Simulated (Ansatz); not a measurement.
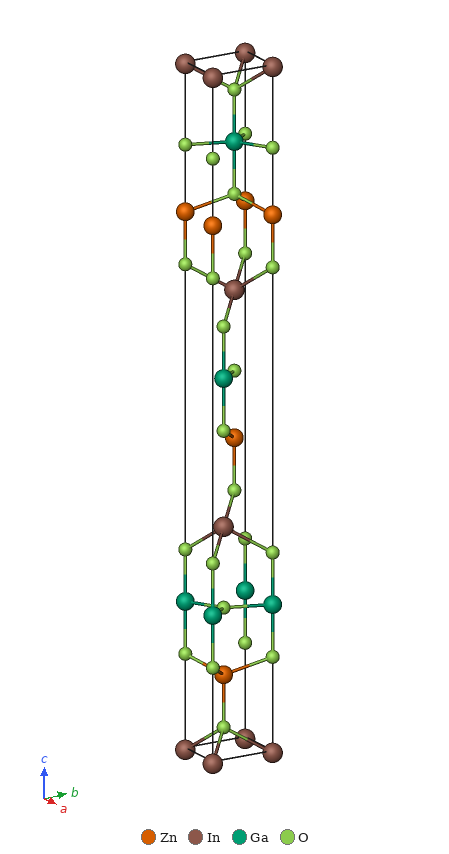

The crystal in a ball-and-stick representation, seen slightly off an axis. Thin lines show the conventional unit cell, with boundary atoms drawn in all their periodic places.

ZnInGaO4, space group R3m (No. 160), a = 3.39 Å, b = 3.39 Å, c = 26.38 Å, α = 90.00°, β = 90.00°, γ = 120.00°.

Computational set-up: DFT PBE, scalar-relativistic, plane waves, PAW in Ansatz, an energy cutoff of 420 eV, k-points about 0.18 Å⁻¹ apart, Gaussian smearing of 0.02 eV, no spin polarisation.

Predict the gap.

A semiconductor at this level, with a gap of 1.00 eV on the k-mesh (the true edges may lie between mesh points, so the gap can be somewhat smaller).

Origin of the cell: a structure listed in the Materials Project. It was relaxed at fixed volume with DFT PBE, scalar-relativistic, plane waves, PAW (Ansatz 0.2.0).

At this level of theory the cell isn't at rest (stretched, at -4 GPa), so its distances can differ from those at equilibrium, the more so the softer the solid.
